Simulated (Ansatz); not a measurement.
## LiNbO3: single-point calculation (part 2 of 2)

LiNbO3 (R-3c, 40 atoms in the cell); DFT PBE, scalar-relativistic, plane waves, PAW, no spin polarisation (Ansatz 0.2.0); cutoff 420 eV, 3×3×3 k-mesh, Gaussian smearing of 0.05 eV. The structure derives from an entry of the Crystallography Open Database.

### What the program printed, continued
```
  k-point 0: bands = ["-46.4428", "-46.4367", "-46.4367", "-46.4367", "-46.4306", "-46.4306", "-46.4306", "-46.4246", "-34.8097", "-34.8090", "-34.8090", "-34.8090", "-34.8080", "-34.8080", "-34.8080", "-34.8072", "-22.7670", "-22.7670", "-22.7670", "-22.7604", "-22.7604", "-22.7604", "-22.7487", "-22.7487", "-22.7487", "-22.7483", "-22.7483", "-22.7308", "-22.5527", "-22.5527", "-22.5436", "-22.5436", "-22.5436", "-22.5208", "-22.5208", "-22.5208", "-22.5163", "-22.5163", "-22.5163", "-22.5117", "-9.3195", "-9.0054", "-9.0054", "-9.0054", "-8.7937", "-8.7937", "-8.7141", "-8.7141", "-8.7141", "-8.6826", "-8.6826", "-8.6826", "-7.6950", "-7.6950", "-7.6950", "-7.5771", "-7.5771", "-7.5771", "-7.5426", "-7.5426", "-7.5426", "-7.4170", "-7.4170", "-7.4072", "2.8315", "2.8315", "2.8315", "2.8592", "2.8592", "3.0077", "3.0077", "3.0077", "3.1327", "3.1843", "3.1843", "3.1843", "3.2991", "3.2991", "3.4780", "3.4780", "3.4780", "4.4788", "4.9033", "4.9033", "4.9033", "5.2941", "5.2941", "5.2941", "5.5748", "5.5748", "5.5915", "5.5915", "5.5915", "5.6343", "5.6343", "5.6343", "5.9414", "5.9414", "5.9414", "5.9482", "5.9482", "5.9482", "6.2434", "6.2965", "6.2965", "6.2965", "6.4045", "6.4430", "6.4430", "6.4430", "6.5556", "6.5556", "6.5556", "6.7932", "6.7932", "6.7932", "6.9651", "6.9651", "6.9651", "7.0356", "7.4082", "7.4082", "7.4082", "7.4105", "7.4105", "7.5147", "7.5147", "7.5160", "7.5160", "7.5160", "7.5855", "7.5855", "7.5855", "7.6461", "7.6461", "7.8502", "10.5326", "10.5326", "10.5326", "10.5929", "10.5929", "10.7255", "11.5715", "11.5715", "11.5715", "11.9467", "11.9467", "11.9467", "12.4018", "12.4018", "12.4018", "12.7089", "12.7089", "13.1083", "13.1083", "13.1083", "13.4055", "13.4055"]
  k-point 1: bands = ["-46.4413", "-46.4382", "-46.4352", "-46.4352", "-46.4321", "-46.4321", "-46.4291", "-46.4261", "-34.8095", "-34.8091", "-34.8087", "-34.8087", "-34.8082", "-34.8082", "-34.8078", "-34.8074", "-22.7638", "-22.7638", "-22.7583", "-22.7583", "-22.7578", "-22.7514", "-22.7459", "-22.7412", "-22.7117", "-22.6996", "-22.6996", "-22.6869", "-22.6014", "-22.5900", "-22.5900", "-22.5775", "-22.5504", "-22.5457", "-22.5252", "-22.5252", "-22.5227", "-22.5227", "-22.5191", "-22.5179", "-9.2021", "-9.0593", "-8.8742", "-8.8742", "-8.7688", "-8.7547", "-8.7547", "-8.7159", "-8.5873", "-8.4935", "-8.4935", "-8.4145", "-8.0275", "-7.9080", "-7.9080", "-7.7713", "-7.6574", "-7.6574", "-7.5904", "-7.5904", "-7.5358", "-7.5079", "-7.4553", "-7.4420", "2.8570", "2.8792", "2.9964", "2.9964", "3.0320", "3.0320", "3.1966", "3.1993", "3.2481", "3.4978", "3.4978", "3.5095", "3.5842", "3.6003", "3.6726", "3.9521", "3.9521", "4.3505", "4.3553", "4.3553", "4.4579", "4.5419", "5.0226", "5.1222", "5.1222", "5.1846", "5.4644", "5.4644", "5.5303", "5.5303", "5.6994", "5.8096", "5.8096", "5.9151", "6.0470", "6.0470", "6.0606", "6.1103", "6.1440", "6.2275", "6.2275", "6.2542", "6.3013", "6.3013", "6.3196", "6.4147", "6.6622", "6.6622", "6.6691", "6.7706", "6.9002", "6.9002", "6.9079", "6.9757", "7.0821", "7.0821", "7.0940", "7.1632", "7.1632", "7.2322", "7.2755", "7.2755", "7.2853", "7.4234", "7.5272", "7.5752", "7.5805", "7.5805", "7.6288", "7.6867", "7.7153", "7.7400", "10.5740", "10.6320", "11.0947", "11.0947", "11.1332", "11.3050", "11.6532", "11.6532", "11.7318", "11.9663", "12.1171", "12.1171", "12.2441", "12.3119", "12.3119", "12.4699", "12.9668", "13.0232", "13.0499", "13.0499", "13.2685", "13.2685"]
  k-point 2: bands = ["-46.4398", "-46.4367", "-46.4367", "-46.4337", "-46.4337", "-46.4306", "-46.4306", "-46.4276", "-34.8093", "-34.8089", "-34.8089", "-34.8085", "-34.8085", "-34.8080", "-34.8080", "-34.8076", "-22.7608", "-22.7556", "-22.7556", "-22.7498", "-22.7102", "-22.7096", "-22.7096", "-22.6983", "-22.6973", "-22.6973", "-22.6958", "-22.6828", "-22.6061", "-22.5959", "-22.5924", "-22.5924", "-22.5892", "-22.5793", "-22.5793", "-22.5737", "-22.5288", "-22.5269", "-22.5269", "-22.5247", "-9.0699", "-8.9267", "-8.9267", "-8.7976", "-8.6440", "-8.6216", "-8.5325", "-8.5325", "-8.5178", "-8.4622", "-8.4622", "-8.4063", "-7.9867", "-7.9867", "-7.9587", "-7.9070", "-7.8657", "-7.8657", "-7.8452", "-7.7646", "-7.6268", "-7.5473", "-7.5473", "-7.4874", "2.9945", "3.0357", "3.0464", "3.0464", "3.4618", "3.4854", "3.4854", "3.4930", "3.5350", "3.6675", "3.6971", "3.6971", "3.7330", "3.9576", "3.9766", "3.9766", "4.1690", "4.3705", "4.3705", "4.4613", "4.5339", "4.5834", "4.6152", "4.6152", "4.6892", "4.6892", "5.0484", "5.0662", "5.1999", "5.2300", "5.4380", "5.4380", "5.5837", "5.5837", "5.7697", "5.8346", "5.8510", "6.0969", "6.0969", "6.1593", "6.2611", "6.2870", "6.2870", "6.3772", "6.4329", "6.4329", "6.4397", "6.5111", "6.8001", "6.9045", "6.9135", "6.9135", "6.9836", "7.0091", "7.0091", "7.0646", "7.0880", "7.2358", "7.2651", "7.2651", "7.2844", "7.2844", "7.3534", "7.3856", "7.4106", "7.4106", "7.4954", "7.6075", "7.6853", "7.6853", "7.6981", "7.7559", "11.1358", "11.1358", "11.2086", "11.2344", "11.5579", "11.6997", "11.7681", "11.7827", "11.7827", "12.1242", "12.1242", "12.2414", "12.2750", "12.2750", "12.3023", "12.6540", "12.6973", "12.6973", "12.8647", "12.9875", "13.0284", "13.3121"]
  k-point 5: bands = ["-46.4382", "-46.4352", "-46.4352", "-46.4352", "-46.4322", "-46.4321", "-46.4321", "-46.4291", "-34.8091", "-34.8087", "-34.8087", "-34.8087", "-34.8083", "-34.8083", "-34.8082", "-34.8078", "-22.7091", "-22.7091", "-22.7075", "-22.7064", "-22.7064", "-22.7055", "-22.7036", "-22.7015", "-22.6932", "-22.6927", "-22.6927", "-22.6779", "-22.6057", "-22.6038", "-22.6004", "-22.6004", "-22.5982", "-22.5812", "-22.5812", "-22.5812", "-22.5754", "-22.5740", "-22.5740", "-22.5683", "-8.8841", "-8.7006", "-8.7004", "-8.7004", "-8.5228", "-8.5228", "-8.5088", "-8.5072", "-8.4833", "-8.4337", "-8.4337", "-8.4235", "-7.9631", "-7.9484", "-7.9484", "-7.9384", "-7.9294", "-7.9294", "-7.9114", "-7.8689", "-7.8477", "-7.8477", "-7.7945", "-7.7850", "3.4693", "3.5487", "3.5487", "3.5801", "3.5931", "3.5931", "3.6100", "3.6880", "3.7464", "3.7714", "3.8063", "3.8063", "3.8501", "3.9614", "4.2418", "4.2418", "4.2510", "4.3542", "4.3542", "4.3906", "4.4842", "4.5984", "4.5984", "4.6024", "4.7154", "4.7154", "4.8509", "4.9189", "5.0166", "5.1418", "5.1418", "5.2403", "5.2923", "5.3809", "5.3809", "5.4493", "5.4606", "5.5301", "5.5301", "5.8696", "5.8696", "5.8701", "5.8860", "6.0071", "6.1134", "6.1134", "6.1455", "6.2431", "7.0055", "7.0118", "7.0159", "7.0159", "7.1013", "7.2116", "7.2116", "7.2683", "7.3056", "7.3056", "7.3854", "7.4119", "7.4219", "7.4598", "7.4619", "7.4619", "7.5175", "7.5201", "7.5201", "7.6150", "7.6954", "7.6954", "7.7083", "7.7172", "11.4469", "11.4469", "11.4882", "11.5465", "11.6220", "11.7145", "11.9390", "11.9390", "12.0570", "12.2171", "12.2171", "12.3397", "12.3397", "12.3893", "12.4172", "12.7077", "12.7077", "12.7342", "12.7368", "12.7561", "12.9384", "12.9384"]
```

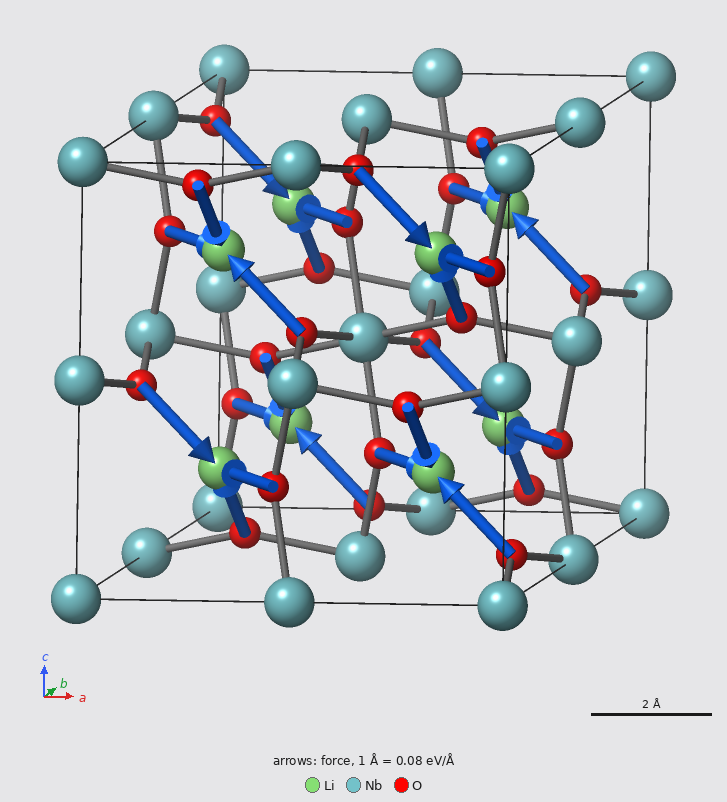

*Forces on the atoms as blue arrows (ball-and-stick view of the cell of the calculation, seen slightly off an axis).*

The largest act on all 24 O atoms (0.15 eV/Å). Atoms are counted from 1 in the order of the input and aren't labelled in the picture. The geometry is not a stationary point of this energy.

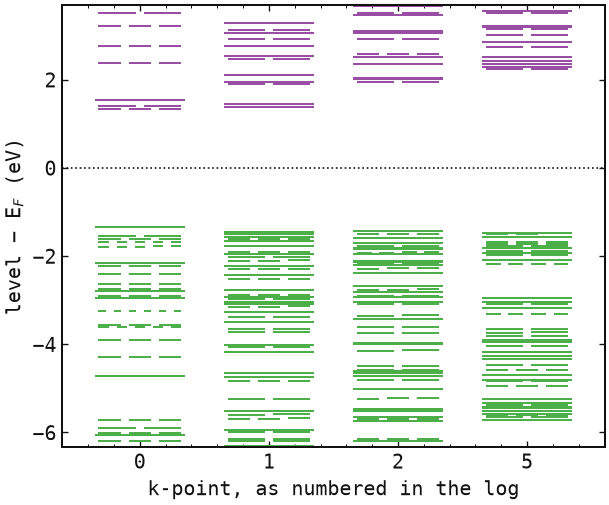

*Kohn–Sham levels near the Fermi level (dotted) at the few k-points that the log prints; levels within 0.02 eV of each other stand side by side.*

Among these points the highest filled and lowest empty levels are 2.68 eV apart, which is the gap on the mesh.

### Results in brief

```json
{"quantity": "outcome", "value": "converged"}
{"quantity": "space group (tolerance 0.01 Å)", "value": "R-3c (167)"}
{"quantity": "electrons treated", "value": "272"}
{"quantity": "free energy", "value": "−51716.0742 eV"}
{"quantity": "Fermi energy", "value": "9.191 eV"}
{"quantity": "gap on the k-point mesh", "value": "2.68 eV"}
{"quantity": "largest force (length of the vector)", "value": "0.145 eV/Å"}
{"quantity": "wall time", "value": "8.3 s (CPU time 31 s)"}
{"quantity": "peak memory", "value": "1.8 GiB"}
```
